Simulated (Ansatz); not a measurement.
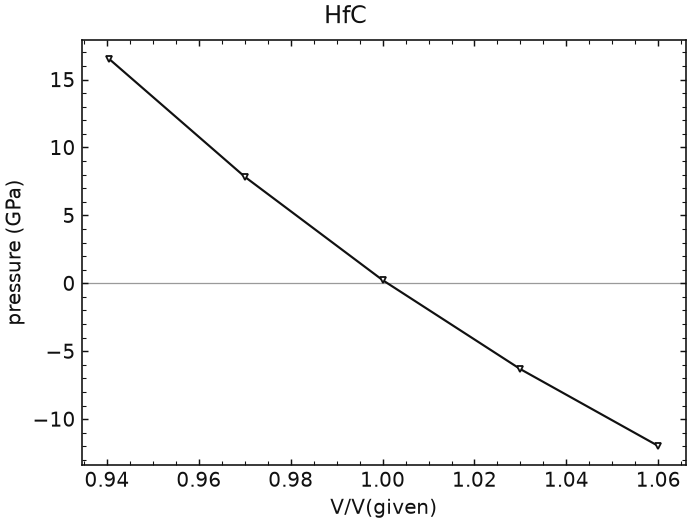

The picture above shows the pressure against V/V(given) for HfC, space group Fm-3m (No. 225).

Cell as given: a = 3.288 Å, b = 3.288 Å, c = 3.288 Å, α = 60.00°, β = 60.00°, γ = 60.00°; 2 atoms.

Method: periodic Kohn-Sham DFT of a crystal at fixed atoms, scaled to the stated factor times the given cell; pressure positive in compression (Ansatz 0.2.0). Level: PBE.

- method: frozen-core PAW
- relativity: scalar
- k mesh: 12×12×12
- occupations: Fermi–Dirac
- smearing width: 0.05 eV
- wave cutoff: 420 eV
- PAW set: soft_2

V(given) is 12.57 Å³/atom.

How does the pressure vary with V/V(given)?

Answer. It falls from 16.5 GPa at V/V(given) 0.941 to −12.0 GPa at 1.060, and changes sign near 1.001.

What does the calculation give for the volume at zero pressure from a fit of the pressures?

Answer. 12.6 Å³/atom.

What does the calculation give for the bulk modulus from that fit?

Answer. 236 GPa.

Keep in mind: no spin-orbit coupling on heavy atoms.
